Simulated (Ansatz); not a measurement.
The calculation's input:

```
crystal:
  lattice:
    - [-5.0585, 5.0585, 5.0585]
    - [5.0585, -5.0585, 5.0585]
    - [5.0585, 5.0585, -5.0585]
  atoms:
    - { symbol: In, position: [0.5, 0.5, 0.5] }
    - { symbol: In, position: [0.5, 0.0, 0.0] }
    - { symbol: In, position: [0.0, 0.5, 0.0] }
    - { symbol: In, position: [0.0, 0.0, 0.5] }
    - { symbol: In, position: [0.25, 0.7163, 0.4663] }
    - { symbol: In, position: [0.75, 0.7837, 0.0337] }
    - { symbol: In, position: [0.4663, 0.25, 0.7163] }
    - { symbol: In, position: [0.0337, 0.75, 0.7837] }
    - { symbol: In, position: [0.7163, 0.4663, 0.25] }
    - { symbol: In, position: [0.7837, 0.0337, 0.75] }
    - { symbol: In, position: [0.75, 0.2837, 0.5337] }
    - { symbol: In, position: [0.25, 0.2163, 0.9663] }
    - { symbol: In, position: [0.5337, 0.75, 0.2837] }
    - { symbol: In, position: [0.9663, 0.25, 0.2163] }
    - { symbol: In, position: [0.2837, 0.5337, 0.75] }
    - { symbol: In, position: [0.2163, 0.9663, 0.25] }
    - { symbol: O, position: [0.5354, 0.7708, 0.547] }
    - { symbol: O, position: [0.7238, 0.9884, 0.953] }
    - { symbol: O, position: [0.9646, 0.5116, 0.2354] }
    - { symbol: O, position: [0.7762, 0.7292, 0.2646] }
    - { symbol: O, position: [0.547, 0.5354, 0.7708] }
    - { symbol: O, position: [0.953, 0.7238, 0.9884] }
    - { symbol: O, position: [0.2354, 0.9646, 0.5116] }
    - { symbol: O, position: [0.2646, 0.7762, 0.7292] }
    - { symbol: O, position: [0.7708, 0.547, 0.5354] }
    - { symbol: O, position: [0.9884, 0.953, 0.7238] }
    - { symbol: O, position: [0.5116, 0.2354, 0.9646] }
    - { symbol: O, position: [0.7292, 0.2646, 0.7762] }
    - { symbol: O, position: [0.4646, 0.2292, 0.453] }
    - { symbol: O, position: [0.2762, 0.0116, 0.047] }
    - { symbol: O, position: [0.0354, 0.4884, 0.7646] }
    - { symbol: O, position: [0.2238, 0.2708, 0.7354] }
    - { symbol: O, position: [0.453, 0.4646, 0.2292] }
    - { symbol: O, position: [0.047, 0.2762, 0.0116] }
    - { symbol: O, position: [0.7646, 0.0354, 0.4884] }
    - { symbol: O, position: [0.7354, 0.2238, 0.2708] }
    - { symbol: O, position: [0.2292, 0.453, 0.4646] }
    - { symbol: O, position: [0.0116, 0.047, 0.2762] }
    - { symbol: O, position: [0.4884, 0.7646, 0.0354] }
    - { symbol: O, position: [0.2708, 0.7354, 0.2238] }
scf:
  occupations: { method: gaussian, width: 0.02 }
output:
  forces: true
  stress: true
  eigenvalues: true
  write_density: true
  write_potential: true
  elf: true
  volumetric_format: npy
hamiltonian:
  xc: pbesol
kpoints:
  mp_grid: { grid: [2, 2, 2] }
relax:
  f_tol: 0.01
  adjacent_minimum: "off"
  max_steps: 40
  cell: { stress_tol: 0.05, fix: [shape] }
```

Run with:

```sh
ansatz run input.yaml --threads 8 --pin off --max-ram 30720MiB --backend cpu --events-out ev --progress --plain --runs-dir out
```

The fields are those of the run's last geometry, not of the input's.

Space group Ia-3.

Computed with Ansatz 0.2.0, DFT PBEsol, scalar-relativistic, plane waves, PAW.

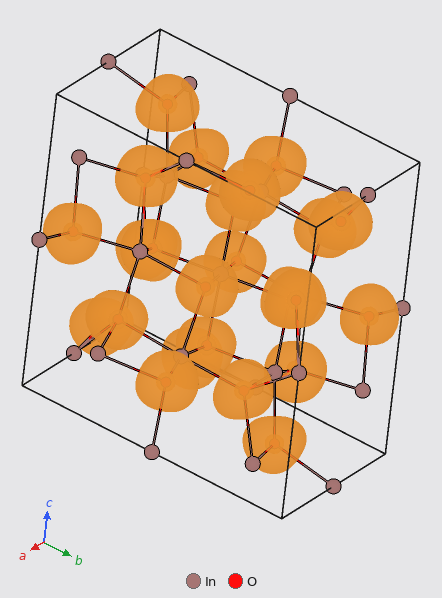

In₂O₃. Isosurface of the ELF at 0.6 (orange), seen slightly off an axis. Core shells and regions of very low density are left out. Sticks mark near contacts.

**Where are the electrons localised?**

At this value the surface marks out 24 regions wrapped around O (the valence shell of each), counted in one cell of 40 atoms. Regions shared between cells count once. Along the contacts the grid gives the following. In–O (2.14 Å): the ELF peaks at about 0.85 in the valence shell of O, 0.6 Å from its nucleus, and is about 0.15 at the midpoint: no shared electron pair shows on this line. In–O (2.18 Å): the ELF peaks at about 0.85 in the valence shell of O, 0.6 Å from its nucleus, and is about 0.15 at the midpoint (no shared electron pair shows on this line).

**Does the calculation make it a metal, or give it a gap?**

It is gapped, with a Kohn–Sham gap of 1.0 eV on the k-point mesh, an upper bound to the gap of this method.
